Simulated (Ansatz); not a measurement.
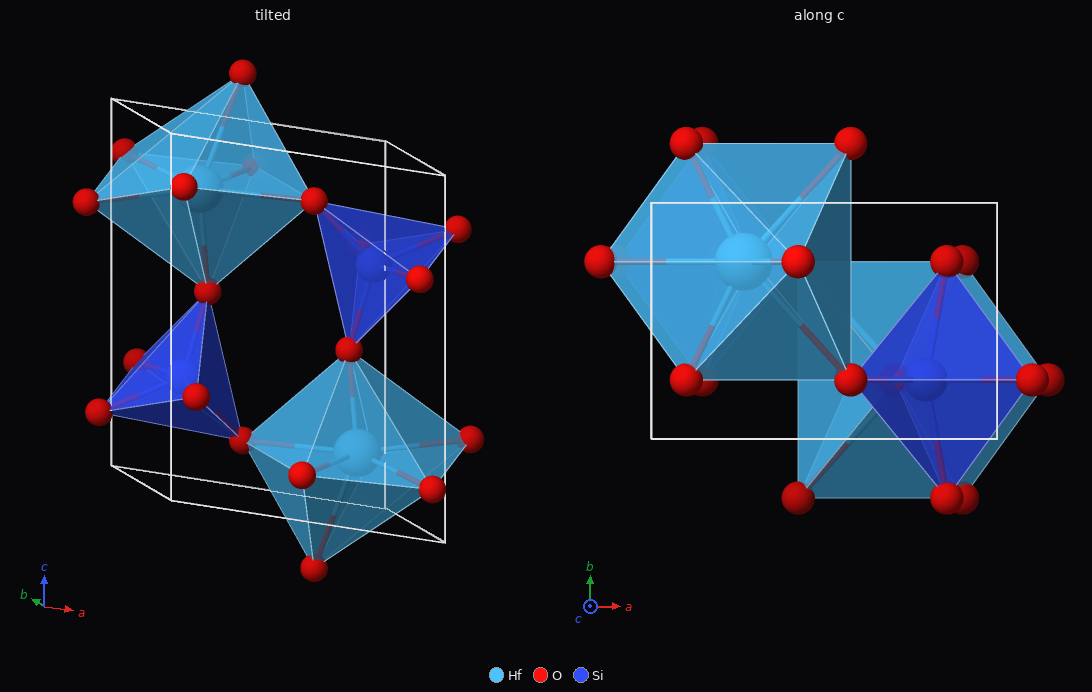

The crystal in a polyhedral representation, seen slightly off an axis and along the c axis. The wireframe shows the conventional unit cell. A few atoms beyond the faces are included.

HfSiO4, space group P2_1/m (No. 11), a = 5.351 Å, b = 3.580 Å, c = 6.809 Å, α = 90.00°, β = 101.72°, γ = 90.00°. The model was built from a structure type filled with these elements by a generator (whether the compound takes this form wasn't checked). Earlier steps of the study, as a rule a relaxation of our own, may have changed the cell and positions, so they can lie some per cent off the listed ones. It was run through Ansatz as a DFT input.

This one geometry was computed with Ansatz (DFT, plane waves, PAW) at five levels of theory: PBE0, PBE with spin-orbit coupling, PBE, HSE06 and r2SCAN. It was relaxed beforehand with r2SCAN.

Question: Which level gives the highest pressure at this volume, and what does that say about its equilibrium volume?

Answer: Highest: PBE with spin-orbit coupling (6.4 GPa) and PBE (6.5 GPa), which points to the largest equilibrium volume. Lowest, with the smallest volume: PBE0 (-0.3 GPa), HSE06 (-0.3 GPa) and r2SCAN (0.0 GPa). Levels within 0.5 GPa of each other can't be told apart.

Question: How does the band gap change with the level of theory?

Answer: PBE with spin-orbit coupling: a gap of 4.66 eV, indirect; PBE: a gap of 4.68 eV, indirect; r2SCAN: a gap of 5.21 eV, indirect; HSE06: a gap of 6.36 eV, indirect; PBE0: a gap of 7.13 eV, indirect.

Question: Collect the results in a table.

Answer:
| level | cutoff (eV) | k-mesh of the run's cell | gap (eV) | pressure (GPa) |
| --- | --- | --- | --- | --- |
| PBE0 | 420 | 4×4×2 | 7.13 | -0.3 |
| PBE with spin-orbit coupling | 420 | 6×8×4 | 4.66 | 6.4 |
| PBE | 420 | 6×8×4 | 4.68 | 6.5 |
| HSE06 | 420 | 4×4×2 | 6.36 | -0.3 |
| r2SCAN | 500 | 6×8×4 | 5.21 | 0.0 |

Gaps are taken on the k-mesh or band path of each run.
